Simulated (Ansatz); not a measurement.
# HC$_{8}$ (distorted or defective cell): what the fields show

Input

```
crystal:
  lattice:
    - [-2.4649574482, 1.4231438463, -3.3582191041]
    - [2.4649574482, 1.4231438463, -3.3582191041]
    - [0.0, -2.8462876925, -3.3582191041]
  atoms:
    - { symbol: C, position: [0.3333933113, 0.8333933113, 0.3333933113] }
    - { symbol: C, position: [0.8333933113, 0.3333933113, 0.3333933113] }
    - { symbol: C, position: [0.3333933113, 0.3333933113, 0.8333933113] }
    - { symbol: C, position: [0.8333933113, 0.8333933113, 0.8333933113] }
    - { symbol: C, position: [0.6666066887, 0.1666066887, 0.6666066887] }
    - { symbol: C, position: [0.1666066887, 0.6666066887, 0.6666066887] }
    - { symbol: C, position: [0.6666066887, 0.6666066887, 0.1666066887] }
    - { symbol: C, position: [0.1666066887, 0.1666066887, 0.1666066887] }
    - { symbol: H, position: [0.9582733554, -0.4583933113, 0.999940022] }
basis:
  ecutwfc: 420
kpoints:
  mp_grid: { grid: [6, 6, 6] }
hamiltonian:
  xc: pbe
  pseudopotentials: { kind: paw, azcp: { folder: soft_1 } }
  dispersion: d3bj
scf:
  occupations: { method: gaussian, width: 0.05 }
output:
  forces: true
  stress: true
  eigenvalues: true
  write_density: true
  write_potential: true
  elf: true
  volumetric_format: npy
relax:
  adjacent_minimum: "off"
  f_tol: 0.03
  max_steps: 40
```

Run with:

```sh
ansatz run input.yaml --threads 4 --pin off --max-ram 8192MiB --backend cpu --events-out ev --progress --plain --runs-dir out
```

The fields are those of the run's last geometry, not of the input's.

Computed pressure about 5 GPa in this cell; computed without spin polarisation; PAW files of the earlier set (soft_1).

All numbers below come from DFT PBE+D3(BJ), scalar-relativistic, plane waves, PAW in Ansatz 0.2.0.

Core electrons are frozen (PAW), and the valence fields are smoothed inside the atomic spheres.

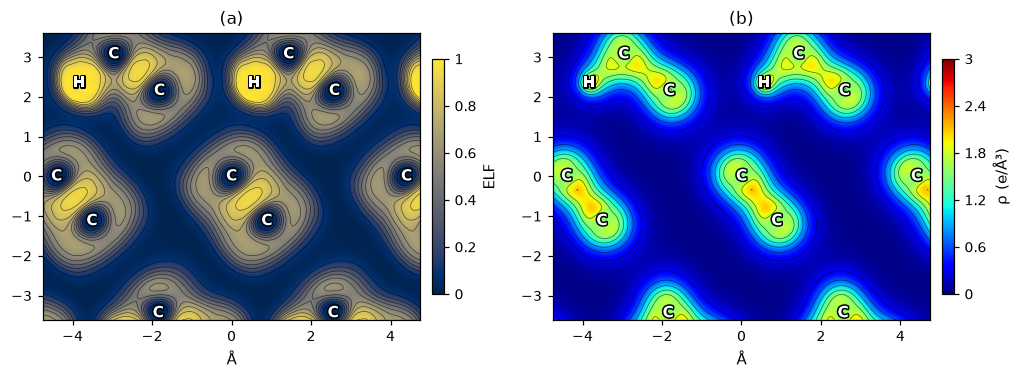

Figure 1. (a) ELF; (b) valence pseudo-density on the (11̄0) plane of the calculation cell.

Q: What do the fields say about this system?

A: The plane passes through C and H nuclei.
C–H (1.13 Å): ρ at the midpoint is about 1.8 e/Å³; the ELF climbs to about 1 towards the hydrogen, as it does in any bond to H; a covalent bond by its length.
C–C (1.43 Å): the density is about 2 e/Å³ at the midpoint; the ELF peaks at about 0.95 between the atoms.
C–C (1.47 Å): ρ is about 1.8 e/Å³ halfway; the ELF peaks at about 0.95 between the atoms.
Between the atoms the lowest density in this plane is 0.02 e/Å³.

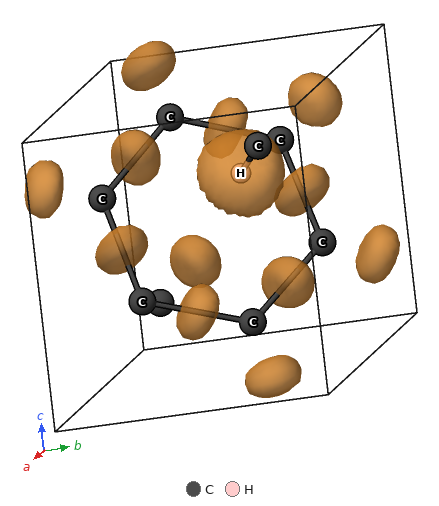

Figure 2. Isosurface of the ELF at 0.85 (orange), seen slightly off an axis. Core shells and regions of very low density are left out. Sticks mark near contacts.

Q: What do the ELF domains correspond to?

A: The ELF exceeds this value in twelve regions between bonded C–C atoms and one region around a hydrogen nucleus, counted in one cell of 9 atoms. Any copies at cell faces, edges or corners count once. Profiles from the grid: C–C (1.41 Å): the ELF peaks at about 0.95 between the atoms.

Q: Does the calculation give a band gap?

A: It is gapless in this calculation (a metal or semimetal).
